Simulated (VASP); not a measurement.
MoTe2: geometry relaxation (part 4 of 5)

Continued. System: MoTe2 (slab, 9 atoms in the cell). Method: Kohn-Sham DFT of a periodic cell, PBE with D3(BJ), VASP PAW PBE potentials, recommended, no spin polarisation (VASP 6.6.1); cutoff 600 eV, 12×12×1 k-mesh, Gaussian smearing of 0.03 eV. The structure derives from an entry of the Crystallography Open Database.

Geometry of the input (Å; fractional positions):
```
3.5182  0.0000  0.0000
-1.7591  3.0469  0.0000
0.0000  0.0000  35.5788
Te 0.3333  0.6667  0.2530
Te 0.3333  0.6667  0.3543
Te 0.6667  0.3333  0.4493
Te 0.6667  0.3333  0.5507
Te 0.3333  0.6667  0.6457
Te 0.3333  0.6667  0.7470
Mo 0.6667  0.3333  0.3036
Mo 0.3333  0.6667  0.5000
Mo 0.6667  0.3333  0.6964
```

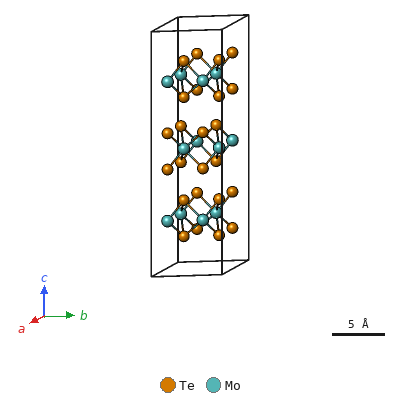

Figure 1. The geometry at step 2 of the log (ball-and-stick view of the 2 × 2 repeat of the cell, with the vacuum cut short, seen slightly off an axis).

Parts of OUTCAR, continued
```
 -----------------------------------------------------------------------------
  energy-cutoff  :      600.00
  volume of cell :      377.01
      direct lattice vectors                 reciprocal lattice vectors
     3.497958493 -0.000000000  0.000000000     0.285881037  0.165053493  0.000000000
    -1.748979246  3.029320920  0.000000000     0.000000000  0.330106986  0.000000000
     0.000000000  0.000000000 35.578788800     0.000000000  0.000000000  0.028106634

 POSITION                                       TOTAL-FORCE (eV/Angst)
 -----------------------------------------------------------------------------------
     -0.00000      2.01955      9.12433        -0.000000      0.000000     -0.002279
     -0.00000      2.01955     12.76160         0.000000      0.000000      0.007458
      1.74898      1.00977     15.97264        -0.000000      0.000000     -0.010944
      1.74898      1.00977     19.60615        -0.000000      0.000000      0.010944
     -0.00000      2.01955     22.81719         0.000000      0.000000     -0.007458
     -0.00000      2.01955     26.45445        -0.000000      0.000000      0.002279
      1.74898      1.00977     10.94222        -0.000000      0.000000     -0.006874
     -0.00000      2.01955     17.78939         0.000000     -0.000000      0.000000
      1.74898      1.00977     24.63657        -0.000000      0.000000      0.006874
 -----------------------------------------------------------------------------------
    total drift:                               -0.000025      0.000015      0.000000

  FREE ENERGIE OF THE ION-ELECTRON SYSTEM (eV)
  ---------------------------------------------------
  free  energy   TOTEN  =       -58.4284117872 eV

  energy  without entropy=      -58.4284117872  energy(sigma->0) =      -58.42841179

--------------------------------------- Ionic step       29  -------------------------------------------

 number of electron      78.0000000 magnetization

 Free energy of the ion-electron system (eV)
  ---------------------------------------------------
  ext. energy  EPLUGINS =         0.00000000
  ---------------------------------------------------
  free energy    TOTEN  =       -53.91560435 eV

  energy without entropy =      -53.91560435  energy(sigma->0) =      -53.91560435

 E-fermi :   3.3181     XC(G=0):  -6.4790     alpha+bet : -8.1918

 val. band max:        3.0108539113   @ k =   0.0000   0.0000   0.0000
 cond. band min:       3.7779071272   @ k =   0.2500   0.1667   0.0000
 fundamental gap:      0.7670532158
 Fermi energy:         3.3180911344

 k-point     1 :       0.0000    0.0000    0.0000
  band No.  band energies     occupation
      1     -57.8308      2.00000
      2     -57.8290      2.00000
      3     -57.8290      2.00000
      4     -32.0076      2.00000
      5     -32.0076      2.00000
      6     -32.0072      2.00000
      7     -31.8673      2.00000
      8     -31.8673      2.00000
      9     -31.8627      2.00000
     10     -31.8627      2.00000
     11     -31.8627      2.00000
     12     -31.8627      2.00000
     13     -10.1351      2.00000
     14      -9.9786      2.00000
     15      -9.8059      2.00000
     16      -9.2422      2.00000
     17      -8.9816      2.00000
     18      -8.7853      2.00000
     19      -2.9019      2.00000
     20      -2.3920      2.00000
     21      -1.7911      2.00000
     22       0.0487      2.00000
     23       0.9049      2.00000
     24       1.1992      2.00000
     25       1.1992      2.00000
     26       1.2194      2.00000
     27       1.2194      2.00000
     28       1.2225      2.00000
     29       1.2225      2.00000
     30       1.7836      2.00000
     31       1.9746      2.00000
     32       1.9746      2.00000
     33       2.0004      2.00000
     34       2.0004      2.00000
     35       2.0119      2.00000
     36       2.0119      2.00000
     37       2.0340      2.00000
     38       2.9427      2.00000
     39       3.0109      2.00000
     40       5.9096      0.00000
     41       5.9096      0.00000
     42       5.9687      0.00000
     43       5.9687      0.00000
     44       6.0608      0.00000
     45       6.0608      0.00000
     46       6.1911      0.00000

 k-point     2 :       0.0833    0.0000    0.0000
  band No.  band energies     occupation
      1     -57.8301      2.00000
      2     -57.8283      2.00000
      3     -57.8283      2.00000
      4     -32.0056      2.00000
      5     -32.0056      2.00000
      6     -32.0051      2.00000
      7     -31.8766      2.00000
      8     -31.8720      2.00000
      9     -31.8720      2.00000
     10     -31.8695      2.00000
     11     -31.8649      2.00000
     12     -31.8649      2.00000
     13     -10.0347      2.00000
     14      -9.8795      2.00000
     15      -9.7068      2.00000
     16      -9.1664      2.00000
     17      -8.9103      2.00000
     18      -8.7185      2.00000
     19      -2.7924      2.00000
     20      -2.2881      2.00000
     21      -1.6867      2.00000
     22      -0.0055      2.00000
     23       0.7821      2.00000
     24       0.9803      2.00000
     25       0.9982      2.00000
     26       1.0075      2.00000
     27       1.2790      2.00000
     28       1.3017      2.00000
     29       1.3072      2.00000
     30       1.4410      2.00000
     31       1.8394      2.00000
     32       1.8692      2.00000
     33       1.8836      2.00000
     34       1.9255      2.00000
     35       1.9649      2.00000
     36       2.1145      2.00000
     37       2.1288      2.00000
     38       2.9270      2.00000
     39       2.9691      2.00000
     40       5.5353      0.00000
     41       5.5732      0.00000
     42       5.6496      0.00000
     43       5.7050      0.00000
     44       5.7844      0.00000
     45       5.8324      0.00000
     46       5.8604      0.00000

 k-point     3 :       0.1667    0.0000    0.0000
  band No.  band energies     occupation
      1     -57.8281      2.00000
      2     -57.8264      2.00000
      3     -57.8264      2.00000
      4     -32.0001      2.00000
      5     -32.0000      2.00000
      6     -31.9996      2.00000
      7     -31.9020      2.00000
      8     -31.8974      2.00000
      9     -31.8974      2.00000
     10     -31.8754      2.00000
     11     -31.8708      2.00000
     12     -31.8708      2.00000
     13      -9.7418      2.00000
     14      -9.5908      2.00000
     15      -9.4189      2.00000
     16      -8.9455      2.00000
     17      -8.7031      2.00000
     18      -8.5252      2.00000
     19      -2.4862      2.00000
     20      -2.0039      2.00000
     21      -1.4056      2.00000
     22      -0.1718      2.00000
     23       0.3253      2.00000
     24       0.4043      2.00000
     25       0.4188      2.00000
     26       0.5153      2.00000
     27       0.8438      2.00000
     28       1.4930      2.00000
     29       1.4939      2.00000
     30       1.5440      2.00000
     31       1.5450      2.00000
     32       1.5607      2.00000
     33       1.5714      2.00000
     34       1.7725      2.00000
     35       1.8290      2.00000
     36       2.0888      2.00000
     37       2.1030      2.00000
     38       2.5585      2.00000
     39       2.6690      2.00000
     40       4.8111      0.00000
     41       4.8865      0.00000
     42       5.0006      0.00000
     43       5.0820      0.00000
     44       5.1679      0.00000
     45       5.3036      0.00000
     46       5.3786      0.00000

 k-point     4 :       0.2500   -0.0000    0.0000
  band No.  band energies     occupation
      1     -57.8255      2.00000
      2     -57.8237      2.00000
      3     -57.8237      2.00000
      4     -31.9925      2.00000
      5     -31.9924      2.00000
      6     -31.9919      2.00000
      7     -31.9365      2.00000
      8     -31.9318      2.00000
      9     -31.9318      2.00000
     10     -31.8834      2.00000
     11     -31.8789      2.00000
     12     -31.8789      2.00000
     13      -9.2837      2.00000
     14      -9.1420      2.00000
     15      -8.9744      2.00000
     16      -8.6018      2.00000
     17      -8.3846      2.00000
     18      -8.2310      2.00000
     19      -2.0757      2.00000
     20      -1.6595      2.00000
     21      -1.1192      2.00000
     22      -0.5722      2.00000
     23      -0.5444      2.00000
     24      -0.3466      2.00000
     25      -0.3237      2.00000
     26      -0.0101      2.00000
     27       0.0592      2.00000
     28       1.1157      2.00000
     29       1.1632      2.00000
     30       1.1948      2.00000
     31       1.3415      2.00000
     32       1.5377      2.00000
     33       1.8246      2.00000
     34       1.8519      2.00000
     35       1.8755      2.00000
     36       1.9025      2.00000
     37       1.9172      2.00000
     38       2.0582      2.00000
     39       2.1018      2.00000
     40       4.2153      0.00000
     41       4.3848      0.00000
     42       4.6133      0.00000
     43       4.8666      0.00000
     44       4.9764      0.00000
     45       5.0188      0.00000
     46       5.1709      0.00000

 k-point     5 :       0.3333   -0.0000    0.0000
  band No.  band energies     occupation
      1     -57.8228      2.00000
      2     -57.8211      2.00000
      3     -57.8211      2.00000
      4     -31.9848      2.00000
      5     -31.9848      2.00000
      6     -31.9843      2.00000
      7     -31.9707      2.00000
      8     -31.9660      2.00000
      9     -31.9660      2.00000
     10     -31.8915      2.00000
     11     -31.8869      2.00000
     12     -31.8869      2.00000
     13      -8.7210      2.00000
     14      -8.5971      2.00000
     15      -8.4434      2.00000
     16      -8.1868      2.00000
     17      -8.0101      2.00000
     18      -7.8929      2.00000
     19      -1.9619      2.00000
     20      -1.7433      2.00000
     21      -1.5766      2.00000
     22      -1.3076      2.00000
     23      -1.2845      2.00000
     24      -0.9654      2.00000
     25      -0.8372      2.00000
     26      -0.5537      2.00000
     27      -0.3107      2.00000
     28       0.7766      2.00000
     29       0.8315      2.00000
     30       0.8691      2.00000
     31       1.0014      2.00000
     32       1.2155      2.00000
     33       1.5021      2.00000
     34       1.7157      2.00000
     35       1.8448      2.00000
     36       1.8885      2.00000
     37       2.1463      2.00000
     38       2.2336      2.00000
     39       2.2915      2.00000
     40       4.1460      0.00000
     41       4.3285      0.00000
     42       4.4992      0.00000
     43       4.5751      0.00000
     44       4.6133      0.00000
     45       4.7244      0.00000
     46       5.2539      0.00000

 [... the levels of 13 k-points are left out ...]

 k-point    19 :       0.3333    0.3333    0.0000
  band No.  band energies     occupation
      1     -57.8189      2.00000
      2     -57.8171      2.00000
      3     -57.8171      2.00000
      4     -31.9734      2.00000
      5     -31.9734      2.00000
      6     -31.9729      2.00000
      7     -31.9714      2.00000
      8     -31.9667      2.00000
      9     -31.9666      2.00000
     10     -31.9543      2.00000
     11     -31.9497      2.00000
     12     -31.9497      2.00000
     13      -7.5312      2.00000
     14      -7.4995      2.00000
     15      -7.4994      2.00000
     16      -7.3603      2.00000
     17      -7.3207      2.00000
     18      -7.3206      2.00000
     19      -1.9586      2.00000
     20      -1.8397      2.00000
     21      -1.7823      2.00000
     22      -1.7299      2.00000
     23      -1.7176      2.00000
     24      -1.7040      2.00000
     25      -1.2481      2.00000
     26      -1.0734      2.00000
     27      -0.9511      2.00000
     28      -0.7050      2.00000
     29      -0.5958      2.00000
     30      -0.3891      2.00000
     31      -0.1081      2.00000
     32       0.1298      2.00000
     33       0.1817      2.00000
     34       0.9754      2.00000
     35       1.0547      2.00000
     36       1.1031      2.00000
     37       2.6723      2.00000
     38       2.7826      2.00000
     39       2.8963      2.00000
     40       4.0148      0.00000
     41       4.0192      0.00000
     42       4.0254      0.00000
     43       4.1583      0.00000
     44       4.5766      0.00000
     45       4.9946      0.00000
     46       5.3255      0.00000

------------------------ aborting loop because EDIFF is reached ----------------------------------------

 Edisp (eV)   -4.51282

 E8    (eV) :    -2.1165

  FORCE on cell =-STRESS in cart. coord.  units (eV):
  Direction    XX          YY          ZZ          XY          YZ          ZX
  --------------------------------------------------------------------------------------
  -------------------------------------------------------------------------------------
  Total      -0.03224    -0.03224    -0.05665     0.00000     0.00000     0.00000
  in kB      -0.13702    -0.13702    -0.24076     0.00000     0.00000     0.00000
  external pressure =       -0.17 kB  Pullay stress =        0.00 kB

 VOLUME and BASIS-vectors are now :
 -----------------------------------------------------------------------------
  energy-cutoff  :      600.00
  volume of cell :      376.97
      direct lattice vectors                 reciprocal lattice vectors
     3.497789911 -0.000000000  0.000000000     0.285894815  0.165061448  0.000000000
    -1.748894956  3.029174924  0.000000000     0.000000000  0.330122896  0.000000000
     0.000000000  0.000000000 35.578788800     0.000000000  0.000000000  0.028106634

 POSITION                                       TOTAL-FORCE (eV/Angst)
 -----------------------------------------------------------------------------------
     -0.00000      2.01945      9.12351         0.000000     -0.000000      0.002920
     -0.00000      2.01945     12.76150         0.000000     -0.000000      0.003859
      1.74889      1.00972     15.97159         0.000000     -0.000000      0.002989
      1.74889      1.00972     19.60720         0.000000     -0.000000     -0.002989
     -0.00000      2.01945     22.81729         0.000000     -0.000000     -0.003859
     -0.00000      2.01945     26.45528         0.000000     -0.000000     -0.002920
      1.74889      1.00972     10.94184        -0.000000      0.000000     -0.009011
     -0.00000      2.01945     17.78939         0.000000     -0.000000      0.000000
      1.74889      1.00972     24.63694        -0.000000      0.000000      0.009011
 -----------------------------------------------------------------------------------
    total drift:                               -0.000025      0.000015      0.000000

  FREE ENERGIE OF THE ION-ELECTRON SYSTEM (eV)
  ---------------------------------------------------
  free  energy   TOTEN  =       -58.4284214200 eV

  energy  without entropy=      -58.4284214200  energy(sigma->0) =      -58.42842142

 reached required accuracy - stopping structural energy minimisation
```

CONTCAR
```
Te2Mo
   1.00000000000000
     3.4977899110948272   -0.0000000000000000    0.0000000000000000
    -1.7488949555474136    3.0291749244365707    0.0000000000000000
     0.0000000000000000    0.0000000000000000   35.5787887999999981
  Te              Mo
     6     3
Direct
     0.3333333300000021    0.6666666699999979    0.2564310717282811
     0.3333333300000021    0.6666666699999979    0.3586828219585005
     0.6666666699999979    0.3333333300000021    0.4489076422626939
     0.6666666699999979    0.3333333300000021    0.5510923577373058
     0.3333333300000021    0.6666666699999979    0.6413171780414996
     0.3333333300000021    0.6666666699999979    0.7435689282717189
     0.6666666699999979    0.3333333300000021    0.3075384261460953
     0.3333333300000021    0.6666666699999979    0.5000000000000000
     0.6666666699999979    0.3333333300000021    0.6924615738539045

  0.00000000E+00  0.00000000E+00  0.00000000E+00
  0.00000000E+00  0.00000000E+00  0.00000000E+00
  0.00000000E+00  0.00000000E+00  0.00000000E+00
  0.00000000E+00  0.00000000E+00  0.00000000E+00
  0.00000000E+00  0.00000000E+00  0.00000000E+00
  0.00000000E+00  0.00000000E+00  0.00000000E+00
  0.00000000E+00  0.00000000E+00  0.00000000E+00
  0.00000000E+00  0.00000000E+00  0.00000000E+00
  0.00000000E+00  0.00000000E+00  0.00000000E+00
```

Trajectory as extended XYZ (Å, eV, eV/Å), 29 frames, from step=0 to step=28
```
9
Lattice="3.5182 0.0000 0.0000 -1.7591 3.0469 0.0000 0.0000 0.0000 35.5788" Properties=species:S:1:pos:R:3:forces:R:3 step=0 energy=-58.40171
Te    0.0000    2.0312    9.0000    0.0000   0.0000  -0.1146
Te    0.0000    2.0312   12.6052    0.0000   0.0000   0.2043
Te    1.7591    1.0156   15.9868    0.0000   0.0000  -0.1797
Te    1.7591    1.0156   19.5920    0.0000   0.0000   0.1797
Te    0.0000    2.0312   22.9736    0.0000   0.0000  -0.2043
Te    0.0000    2.0312   26.5788    0.0000   0.0000   0.1146
Mo    1.7591    1.0156   10.8026    0.0000   0.0000   0.0000
Mo    0.0000    2.0312   17.7894    0.0000   0.0000   0.0000
Mo    1.7591    1.0156   24.7762    0.0000   0.0000   0.0000
9
Lattice="3.5018 0.0000 0.0000 -1.7509 3.0326 0.0000 0.0000 0.0000 35.5788" Properties=species:S:1:pos:R:3:forces:R:3 step=1 energy=-58.41323
Te    0.0000    2.0218    8.9945    0.0000   0.0000  -0.1178
Te    0.0000    2.0218   12.6150    0.0000   0.0000   0.1547
Te    1.7509    1.0109   15.9781    0.0000   0.0000  -0.1395
Te    1.7509    1.0109   19.6007    0.0000   0.0000   0.1395
Te    0.0000    2.0218   22.9637    0.0000   0.0000  -0.1547
Te    0.0000    2.0218   26.5843    0.0000   0.0000   0.1178
Mo    1.7509    1.0109   10.8026    0.0000   0.0000   0.0445
Mo    0.0000    2.0218   17.7894    0.0000   0.0000   0.0000
Mo    1.7509    1.0109   24.7762    0.0000   0.0000  -0.0445
9
Lattice="3.4911 0.0000 0.0000 -1.7456 3.0234 0.0000 0.0000 0.0000 35.5788" Properties=species:S:1:pos:R:3:forces:R:3 step=2 energy=-58.41528
Te    0.0000    2.0156    8.9909    0.0000   0.0000  -0.1205
Te    0.0000    2.0156   12.6214    0.0000   0.0000   0.1229
Te    1.7456    1.0078   15.9725    0.0000   0.0000  -0.1137
Te    1.7456    1.0078   19.6063    0.0000   0.0000   0.1137
Te    0.0000    2.0156   22.9573    0.0000   0.0000  -0.1229
Te    0.0000    2.0156   26.5879    0.0000   0.0000   0.1205
Mo    1.7456    1.0078   10.8026    0.0000   0.0000   0.0739
Mo    0.0000    2.0156   17.7894    0.0000   0.0000   0.0000
Mo    1.7456    1.0078   24.7762    0.0000   0.0000  -0.0739
9
Lattice="3.4945 -0.0000 0.0000 -1.7473 3.0263 0.0000 0.0000 0.0000 35.5788" Properties=species:S:1:pos:R:3:forces:R:3 step=3 energy=-58.41797
Te    0.0000    2.0176    8.9811    0.0000   0.0000   0.0813
Te    0.0000    2.0176   12.6339    0.0000   0.0000  -0.0244
Te    1.7473    1.0088   15.9613    0.0000   0.0000   0.0647
Te    1.7473    1.0088   19.6175    0.0000   0.0000  -0.0647
Te    0.0000    2.0176   22.9449    0.0000   0.0000   0.0244
Te    0.0000    2.0176   26.5977    0.0000   0.0000  -0.0813
Mo    1.7473    1.0088   10.8066    0.0000   0.0000   0.0105
Mo    0.0000    2.0176   17.7894    0.0000   0.0000   0.0000
Mo    1.7473    1.0088   24.7722    0.0000   0.0000  -0.0105
```
